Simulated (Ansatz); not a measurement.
# Beta-Sn (white tin) under LDA: how the k-point mesh moves the result, part 2 of 2

A convergence test of the k-point mesh. The geometry was relaxed under LDA beforehand and stays fixed; 8 values are run, from 2×2×1 to 17×17×11. Wanted are the values from which on the energy stays within 10 and 1 meV/atom, and the pressure within 0.5 GPa, of the last run. Within the series other settings stay, but some runs also write fields, which adds to their time. Spin polarisation is left out.

Ansatz 0.2.0; DFT LDA, plane waves with PAW, scalar-relativistic. Earlier steps stand in the parts before.

### 7 With a k-mesh of 9×9×6

The run at 9×9×6.

Input file input.yaml:

```yaml
crystal:
  lattice:
    - [-2.8994216605, 2.9008009606, 1.5581694818]
    - [2.9008009606, -2.8994216605, 1.5581694818]
    - [2.8985835788, 2.8985835788, -1.5556411493]
  atoms:
    - { symbol: Sn, position: [1.64062e-05, 0.9999835938, 0.0] }
    - { symbol: Sn, position: [0.7499835938, 0.2500164062, 0.5] }
hamiltonian:
  xc: lda
  pseudopotentials:
    kind: paw
    azcp:
      Sn: "pseudopotentials/Sn.paw.azcp"
basis:
  ecutwfc: 420
  fft_grid_basis: typed
kpoints:
  mp_grid: { grid: [9, 9, 6], shift: [0, 0, 0] }
magnetization:
  spin_polarized: false
scf:
  occupations: { method: fermi_dirac, width: 0.1 }
  lower_state_search: "off"
output:
  stress: true
  write_density: true
  write_potential: true
  elf: true
  volumetric_format: npy
```

The run is started by

```bash
> ansatz run input.yaml --threads 2 --pin off --max-ram 5120MiB --backend cpu --events-out ev --progress --plain --runs-dir out
```

The program printed:

```text
Warning: <dir> the record states the generating functional pbe (its physics header spells it `PBE`), which answers neither for hamiltonian.xc's functional nor for the lda family's — results may be inconsistent (PPs are generated against a specific XC)
Warning: RAYON_NUM_THREADS=2 ignored (pool sized by the plan → 2); use --threads N
Engine: ansatz 0.2.0, x86_64-unknown-linux-gnu
Pseudopotentials: kind: paw
Pseudopotential: Sn, paw, valence charge 14, recommended cutoff 420 eV (normal), <dir>
Functional definition: SPW92
  exchange = slater_x
  correlation = pw_c
Crystal: 2 atoms, lattice volume = 52.406 Å³
Basis set: ecut = 420 eV, 1033 PW (Γ)
Bands: 18, of which v1, the nominal top of the filled ones, is band 14 counted from 1 (13 counted from 0)
Symmetry: 4 space group operations
Space group: C2/c (ITA 15), of the structure as read, at distance tolerance 3.7e-5 Å
k-points: 140 of 486
Non-local potential: Sn, projectors of the file, l = 0: 2, l = 1: 2, l = 2: 2, l = 3: 2
PAW form: soft (Blöchl's): semilocal exchange-correlation on the pseudo side does not see the compensation charge
PAW frozen core: Sn, regenerated for the run's functional, and the local potential with it (the file was generated under x = pbe(κ = 0.804, μ = 0.2195149727645171), c = pbe(β = 0.06672455060314922))
PAW one-centre angular grid: Sn, 590 points (default); XC on 64 Gauss nodes
Initial density: superposition of atomic densities (neutral atoms: chi_scale 0, normalization atom), corrected by the library's trained network
Initial wavefunctions: pseudopotential atomic-orbital guess
Functional: x = slater, c = lda
SCF iter   1: F=—  HF=-11759.079213 eV  |F-HF|=—  |Δ(HF+E_count)|=         —  Δρ=6.77e-3  dr2=1.06e-2  ethr=1.77e-3  ⟨swp⟩=5.6  Hψ=12570  notcnv=0
preconditioner: auto → Kerker (q_TF=auto, 2.458 Å⁻¹)  [metal: Δε(μ)=0.025 eV  Ē_g=20.258 eV  σ=0.100 eV  W_gap=0.06  n_scr=16 (ndim 8)  ℏωp=27.1 eV  f_vac=0.000  D(μ)=1.01/eV (n_scr^D=4)]
SCF iter   2: F=—  HF=-11759.073255 eV  |F-HF|=—  |Δ(HF+E_count)|=   5.96e-3  Δρ=3.57e-3  dr2=3.04e-3  ethr=3.78e-5  ⟨swp⟩=1.5  Hψ=3924  notcnv=0
SCF iter   3: F=—  HF=-11759.072210 eV  |F-HF|=—  |Δ(HF+E_count)|=   1.05e-3  Δρ=4.72e-4  dr2=1.67e-4  ethr=1.09e-5  ⟨swp⟩=2.0  Hψ=3920  notcnv=0
SCF iter   4: F=—  HF=-11759.072168 eV  |F-HF|=—  |Δ(HF+E_count)|=   4.26e-5  Δρ=3.68e-4  dr2=3.46e-5  ethr=5.97e-7  ⟨swp⟩=2.0  Hψ=4488  notcnv=0
SCF iter   5: F=—  HF=-11759.072142 eV  |F-HF|=—  |Δ(HF+E_count)|=   2.51e-5  Δρ=7.89e-5  dr2=3.84e-6  ethr=1.24e-7  ⟨swp⟩=2.0  Hψ=4477  notcnv=0
SCF iter   6: F=—  HF=-11759.072141 eV  |F-HF|=—  |Δ(HF+E_count)|=   1.20e-6  Δρ=4.88e-5  dr2=1.14e-6  ethr=1.37e-8  ⟨swp⟩=1.9  Hψ=4259  notcnv=0
SCF iter   7: F=-11759.072141 eV  HF=-11759.072141 eV  |F-HF|=2.28e-8  |Δ(HF+E_count)|=   6.42e-7  Δρ=6.79e-6  dr2=2.11e-8  ethr=3.57e-10  ⟨swp⟩=7.2  Hψ=16660  notcnv=0
SCF 1 converged in 7 iterations: F = -11759.072141 eV  dr2 = 2.11e-8
SCF converged after 7 iterations
Free energy (F): -11759.072141 eV
Harris-Foulkes:  -11759.072141 eV  (|F-HF|=2.28e-8)
Internal energy: -11759.039155 eV  (E = F + TS)
E sigma→0 (E₀):  -11759.055648 eV
Entropy (-TS):   -0.032985 eV (-16.493 meV/atom)
Fermi energy:    10.973028 eV
--- Per-component energies (eV) ---
  E_band       = -157.892030
  E_kinetic    = 376.973095
  E_local      = -1662.518637  (includes V_loc(G=0)·N_el)
  E_nonlocal   = -56.019115
  E_hartree    = 1045.806417
  E_xc         = -758.985331
  E_vxc        = -198.394391  (∫ρ·V_xc dr)
  E_paw        = -7989.263488  (= ΣΔE_a)
  E_vpaw       = -709.536655  (= ΣTr[D̂ρ^β])
  E_aug_tail   = -0.000001  (compensation charges beyond the density's cutoff)
  E_ewald      = -2715.881892
  E_core_change = 0.849796  (= ΣΔE_core)
  E_smearing   = -0.032985  (= −TS)
  E_closure    = -0.000000  (closes the sum)
  Σ components = -11759.072141   (vs F -11759.072141, Δ=0.00e0)
--- Stress (GPa, compression-positive) ---
       -0.320017      -0.088652      -0.001043
       -0.088652      -0.320017      -0.001043
       -0.001043      -0.001043       0.635659
  P = ⅓ Tr σ = -0.0015 GPa (-0.015 kbar)
--- Band table (eV; the first three rows and the last of 140) ---
  k-point 0: bands = ["-10.6631", "-10.5852", "-10.5271", "-10.5254", "-10.3380", "-10.3374", "-10.3273", "-10.3267", "-10.2376", "-10.1204", "-0.5036", "7.1172", "8.8122", "8.8162", "13.9172", "17.1437", "17.1453", "18.1460"]
  k-point 1: bands = ["-10.6377", "-10.5883", "-10.5400", "-10.5043", "-10.3504", "-10.3266", "-10.3217", "-10.3187", "-10.2524", "-10.1456", "-0.2488", "5.5583", "9.1180", "9.9229", "15.0614", "15.5342", "15.9543", "17.9152"]
  k-point 2: bands = ["-10.5915", "-10.5679", "-10.5653", "-10.4484", "-10.3941", "-10.3235", "-10.3072", "-10.2945", "-10.2850", "-10.2028", "0.5149", "3.5033", "10.0161", "11.1279", "13.3463", "14.0727", "17.4359", "17.5185"]
  k-point 139: bands = ["-10.5957", "-10.5957", "-10.3845", "-10.3845", "-10.3590", "-10.3590", "-10.3292", "-10.3292", "-10.3203", "-10.3203", "3.0730", "3.0730", "6.0788", "6.0788", "16.3469", "16.3469", "20.1094", "20.1094"]
```

It took 2.9 s on 2 threads of Intel Xeon 6975P-C (Granite Rapids), shared host; peak memory 0.44 GiB.

### 8 With a k-mesh of 12×12×8

The run at 12×12×8.

input.yaml: that of step 7 with these lines changed.

```diff
@@ -18,3 +18,3 @@
 kpoints:
-  mp_grid: { grid: [9, 9, 6], shift: [0, 0, 0] }
+  mp_grid: { grid: [12, 12, 8], shift: [0, 0, 0] }
 magnetization:
@@ -26,5 +26 @@
   stress: true
-  write_density: true
-  write_potential: true
-  elf: true
-  volumetric_format: npy
```

The run is started by

```bash
> ansatz run input.yaml --threads 2 --pin off --max-ram 5120MiB --backend cpu --events-out ev --progress --plain --runs-dir out
```

The program printed:

```text
Warning: <dir> the record states the generating functional pbe (its physics header spells it `PBE`), which answers neither for hamiltonian.xc's functional nor for the lda family's — results may be inconsistent (PPs are generated against a specific XC)
Warning: RAYON_NUM_THREADS=2 ignored (pool sized by the plan → 2); use --threads N
[... 6 set-up lines as earlier in the session ...]
Crystal: 2 atoms, lattice volume = 52.406 Å³
Basis set: ecut = 420 eV, 1033 PW (Γ)
Bands: 18, of which v1, the nominal top of the filled ones, is band 14 counted from 1 (13 counted from 0)
[... 2 set-up lines as earlier in the session ...]
k-points: 320 of 1152
[... 7 set-up lines as earlier in the session ...]
SCF iter   1: F=—  HF=-11759.092612 eV  |F-HF|=—  |Δ(HF+E_count)|=         —  Δρ=6.68e-3  dr2=1.04e-2  ethr=1.77e-3  ⟨swp⟩=5.5  Hψ=28774  notcnv=0
preconditioner: auto → Kerker (q_TF=auto, 2.458 Å⁻¹)  [metal: Δε(μ)=0.019 eV  Ē_g=20.259 eV  σ=0.100 eV  W_gap=0.05  n_scr=16 (ndim 8)  ℏωp=27.1 eV  f_vac=0.000  D(μ)=0.83/eV (n_scr^D=4)]
SCF iter   2: F=—  HF=-11759.086553 eV  |F-HF|=—  |Δ(HF+E_count)|=   6.06e-3  Δρ=3.55e-3  dr2=3.01e-3  ethr=3.70e-5  ⟨swp⟩=1.5  Hψ=8805  notcnv=0
SCF iter   3: F=—  HF=-11759.085503 eV  |F-HF|=—  |Δ(HF+E_count)|=   1.05e-3  Δρ=4.74e-4  dr2=1.67e-4  ethr=1.07e-5  ⟨swp⟩=2.0  Hψ=8960  notcnv=0
SCF iter   4: F=—  HF=-11759.085462 eV  |F-HF|=—  |Δ(HF+E_count)|=   4.08e-5  Δρ=4.14e-4  dr2=4.36e-5  ethr=5.96e-7  ⟨swp⟩=2.0  Hψ=10256  notcnv=0
SCF iter   5: F=—  HF=-11759.085429 eV  |F-HF|=—  |Δ(HF+E_count)|=   3.29e-5  Δρ=5.78e-5  dr2=2.85e-6  ethr=1.56e-7  ⟨swp⟩=2.0  Hψ=10191  notcnv=0
SCF iter   6: F=—  HF=-11759.085429 eV  |F-HF|=—  |Δ(HF+E_count)|=   4.30e-7  Δρ=4.68e-5  dr2=1.17e-6  ethr=1.02e-8  ⟨swp⟩=1.0  Hψ=5760  notcnv=0
SCF iter   7: F=-11759.085428 eV  HF=-11759.085428 eV  |F-HF|=2.81e-8  |Δ(HF+E_count)|=   6.20e-7  Δρ=7.42e-6  dr2=2.48e-8  ethr=3.57e-10  ⟨swp⟩=3.5  Hψ=25011  notcnv=0
SCF 1 converged in 7 iterations: F = -11759.085428 eV  dr2 = 2.48e-8
SCF converged after 7 iterations
Free energy (F): -11759.085428 eV
Harris-Foulkes:  -11759.085428 eV  (|F-HF|=2.81e-8)
Internal energy: -11759.057492 eV  (E = F + TS)
E sigma→0 (E₀):  -11759.071460 eV
Entropy (-TS):   -0.027936 eV (-13.968 meV/atom)
Fermi energy:    10.899957 eV
--- Per-component energies (eV) ---
  E_band       = -157.951634
  E_kinetic    = 376.940347
  E_local      = -1662.473380  (includes V_loc(G=0)·N_el)
  E_nonlocal   = -56.014062
  E_hartree    = 1045.790026
  E_xc         = -758.961544
  E_vxc        = -198.368556  (∫ρ·V_xc dr)
  E_paw        = -7989.306783  (= ΣΔE_a)
  E_vpaw       = -709.606105  (= ΣTr[D̂ρ^β])
  E_aug_tail   = -0.000001  (compensation charges beyond the density's cutoff)
  E_ewald      = -2715.881892
  E_core_change = 0.849796  (= ΣΔE_core)
  E_smearing   = -0.027936  (= −TS)
  E_closure    = -0.000000  (closes the sum)
  Σ components = -11759.085428   (vs F -11759.085428, Δ=0.00e0)
--- Stress (GPa, compression-positive) ---
       -0.255864       0.035805      -0.002508
        0.035805      -0.255864      -0.002508
       -0.002508      -0.002508       0.168604
  P = ⅓ Tr σ = -0.1144 GPa (-1.144 kbar)
```

Run time: 4.8 s. Hardware: 2 threads of Intel Xeon 6975P-C (Granite Rapids), shared host; peak memory 0.54 GiB.

### 9 With a k-mesh of 17×17×11

The run at 17×17×11.

input.yaml: that of step 8 with these lines changed.

```diff
@@ -18,3 +18,3 @@
 kpoints:
-  mp_grid: { grid: [12, 12, 8], shift: [0, 0, 0] }
+  mp_grid: { grid: [17, 17, 11], shift: [0, 0, 0] }
 magnetization:
```

The run is started by

```bash
> ansatz run input.yaml --threads 2 --pin off --max-ram 5120MiB --backend cpu --events-out ev --progress --plain --runs-dir out
```

The program printed:

```text
Warning: <dir> the record states the generating functional pbe (its physics header spells it `PBE`), which answers neither for hamiltonian.xc's functional nor for the lda family's — results may be inconsistent (PPs are generated against a specific XC)
Warning: RAYON_NUM_THREADS=2 ignored (pool sized by the plan → 2); use --threads N
[... 6 set-up lines as earlier in the session ...]
Crystal: 2 atoms, lattice volume = 52.406 Å³
Basis set: ecut = 420 eV, 1033 PW (Γ)
Bands: 18, of which v1, the nominal top of the filled ones, is band 14 counted from 1 (13 counted from 0)
[... 2 set-up lines as earlier in the session ...]
k-points: 846 of 3179
[... 7 set-up lines as earlier in the session ...]
SCF iter   1: F=—  HF=-11759.091945 eV  |F-HF|=—  |Δ(HF+E_count)|=         —  Δρ=6.76e-3  dr2=1.06e-2  ethr=1.77e-3  ⟨swp⟩=5.5  Hψ=75867  notcnv=0
preconditioner: auto → Kerker (q_TF=auto, 2.458 Å⁻¹)  [metal: Δε(μ)=0.005 eV  Ē_g=20.257 eV  σ=0.100 eV  W_gap=0.01  n_scr=16 (ndim 8)  ℏωp=27.1 eV  f_vac=0.000  D(μ)=0.87/eV (n_scr^D=4)]
SCF iter   2: F=—  HF=-11759.085907 eV  |F-HF|=—  |Δ(HF+E_count)|=   6.04e-3  Δρ=3.59e-3  dr2=3.11e-3  ethr=3.79e-5  ⟨swp⟩=1.5  Hψ=23260  notcnv=0
SCF iter   3: F=—  HF=-11759.084828 eV  |F-HF|=—  |Δ(HF+E_count)|=   1.08e-3  Δρ=4.81e-4  dr2=1.76e-4  ethr=1.11e-5  ⟨swp⟩=2.0  Hψ=23688  notcnv=0
SCF iter   4: F=—  HF=-11759.084785 eV  |F-HF|=—  |Δ(HF+E_count)|=   4.34e-5  Δρ=4.06e-4  dr2=4.22e-5  ethr=6.29e-7  ⟨swp⟩=2.0  Hψ=27118  notcnv=0
SCF iter   5: F=—  HF=-11759.084753 eV  |F-HF|=—  |Δ(HF+E_count)|=   3.19e-5  Δρ=6.72e-5  dr2=3.41e-6  ethr=1.51e-7  ⟨swp⟩=2.0  Hψ=27052  notcnv=0
SCF iter   6: F=—  HF=-11759.084752 eV  |F-HF|=—  |Δ(HF+E_count)|=   7.63e-7  Δρ=4.88e-5  dr2=1.23e-6  ethr=1.22e-8  ⟨swp⟩=1.0  Hψ=15228  notcnv=0
SCF iter   7: F=-11759.084751 eV  HF=-11759.084751 eV  |F-HF|=2.44e-8  |Δ(HF+E_count)|=   6.54e-7  Δρ=7.25e-6  dr2=2.21e-8  ethr=3.57e-10  ⟨swp⟩=3.5  Hψ=67565  notcnv=0
SCF 1 converged in 7 iterations: F = -11759.084751 eV  dr2 = 2.21e-8
SCF converged after 7 iterations
Free energy (F): -11759.084751 eV
Harris-Foulkes:  -11759.084751 eV  (|F-HF|=2.44e-8)
Internal energy: -11759.055695 eV  (E = F + TS)
E sigma→0 (E₀):  -11759.070223 eV
Entropy (-TS):   -0.029057 eV (-14.528 meV/atom)
Fermi energy:    10.903437 eV
--- Per-component energies (eV) ---
  E_band       = -157.899751
  E_kinetic    = 376.960732
  E_local      = -1662.531041  (includes V_loc(G=0)·N_el)
  E_nonlocal   = -56.020007
  E_hartree    = 1045.818558
  E_xc         = -758.984788
  E_vxc        = -198.394182  (∫ρ·V_xc dr)
  E_paw        = -7989.267053  (= ΣΔE_a)
  E_vpaw       = -709.543003  (= ΣTr[D̂ρ^β])
  E_aug_tail   = -0.000001  (compensation charges beyond the density's cutoff)
  E_ewald      = -2715.881892
  E_core_change = 0.849796  (= ΣΔE_core)
  E_smearing   = -0.029057  (= −TS)
  E_closure    = -0.000000  (closes the sum)
  Σ components = -11759.084751   (vs F -11759.084751, Δ=0.00e0)
--- Stress (GPa, compression-positive) ---
       -0.251680       0.028991      -0.040523
        0.028991      -0.251680      -0.040523
       -0.040523      -0.040523       0.381234
  P = ⅓ Tr σ = -0.0407 GPa (-0.407 kbar)
```

Run time: 13 s. Hardware: 2 threads of Intel Xeon 6975P-C (Granite Rapids), shared host; peak memory 0.88 GiB.

### 10 All values side by side

Energies count from the run at 17×17×11.

```csv
k-mesh,k-points,E(σ → 0) (meV/atom),P (GPa),SCF cycles,CPU time
2×2×1,3,485.53,7.91,7,0.39 s
3×3×2,8,144.59,-0.97,6,0.49 s
4×4×3,17,71.41,0.44,7,0.82 s
6×6×4,47,-11.59,-0.08,7,1.7 s
7×7×5,72,-3.77,-0.11,7,2.9 s
9×9×6,140,7.29,0.00,7,5.3 s
12×12×8,320,-0.62,-0.11,7,9.1 s
17×17×11,846,0.00,-0.04,7,24 s
```

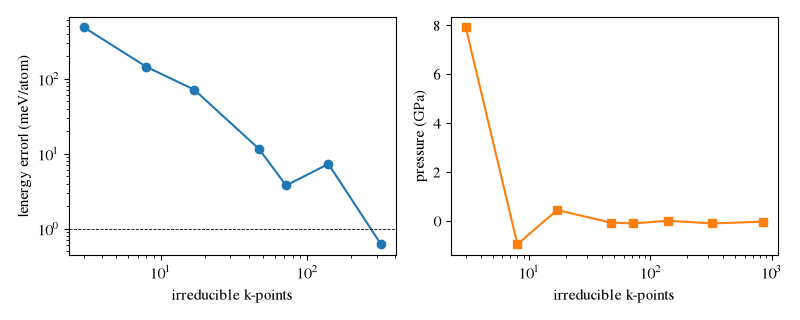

Energy and pressure against the k-point mesh; the dashed line marks 1 meV/atom.

### 11 Summary of results

What follows sums up all 2 parts.

| quantity | value |
| --- | --- |
| E(σ → 0) stays within 10 meV/atom of 17×17×11 | from 7×7×5 on |
| E(σ → 0) stays within 1 meV/atom | from 12×12×8 on |
| pressure stays within 0.5 GPa | from 4×4×3 on |
| pressure at 17×17×11 | -0.04 GPa |
| CPU time, dearest over cheapest | 61 |
| energy of a separate run on a finer mesh (19×19×13) | +0.5 meV/atom from 17×17×11 |

What this shows: The far end, 2×2×1, lies +485.5 meV/atom and +7.9 GPa from the yardstick. The error changes sign along the series: k-point sums are not variational. 1 meV/atom needs 12×12×8. A Fermi surface needs many points. A run on a finer mesh agrees with the yardstick to 1 meV/atom. The cell taken over is 3 % smaller than the measured one (27.05 Å³/atom, COD).
